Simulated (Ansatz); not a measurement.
```cif
data_structure
_symmetry_space_group_name_H-M 'P 1'
_symmetry_Int_Tables_number 1
_cell_length_a 3.7967
_cell_length_b 7.1737
_cell_length_c 7.1739
_cell_angle_alpha 82.811
_cell_angle_beta 58.045
_cell_angle_gamma 58.046
_cell_volume 137.37
loop_
_atom_site_label
_atom_site_type_symbol
_atom_site_fract_x
_atom_site_fract_y
_atom_site_fract_z
_atom_site_occupancy
Sn1 Sn 0.12068 0.94145 0.93406 1
O1 O 0.62068 0.56332 0.31219 1
Sn2 Sn 0.12069 0.93438 0.44114 1
O2 O 0.62068 0.31250 0.06301 1
Sn3 Sn 0.12068 0.43438 0.94114 1
O3 O 0.62068 0.81250 0.56301 1
Sn4 Sn 0.12068 0.44145 0.43406 1
O4 O 0.62068 0.06333 0.81219 1
```

Space group Pmmn; a structure from a database of computed crystals, not necessarily the ambient phase; started from the BeS-216 prototype, which need not be the ambient phase; changed on purpose from its base cell (shaken).

The calculation used DFT, PBEsol, plane waves, PAW (Ansatz).

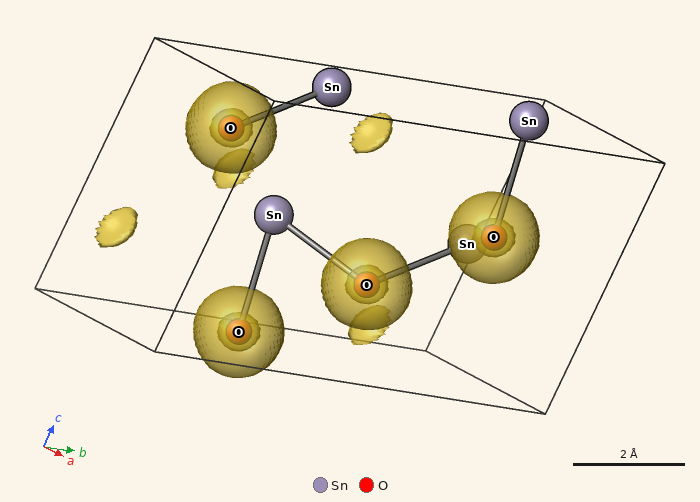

SnO. Isosurface of the ELF at 0.7 (yellow), seen at an oblique angle. Core shells and regions of very low density are left out. Sticks mark near contacts.

Core electrons are frozen (PAW), and the valence fields are smoothed inside the atomic spheres.

> Describe the localisation domains.

The ELF exceeds this value in four lobes on Sn, pointing away from the bonds (lone pairs) and four regions wrapped around O (the valence shell of each), counted in one cell of 8 atoms. Any copies at cell faces, edges or corners count once.

Values along the shortest contacts:
Sn–O (2.22 Å): the ELF peaks at about 0.85 in the valence shell of O, 0.6 Å from its nucleus, and is about 0.20 at the midpoint (no localised pair shows between them).
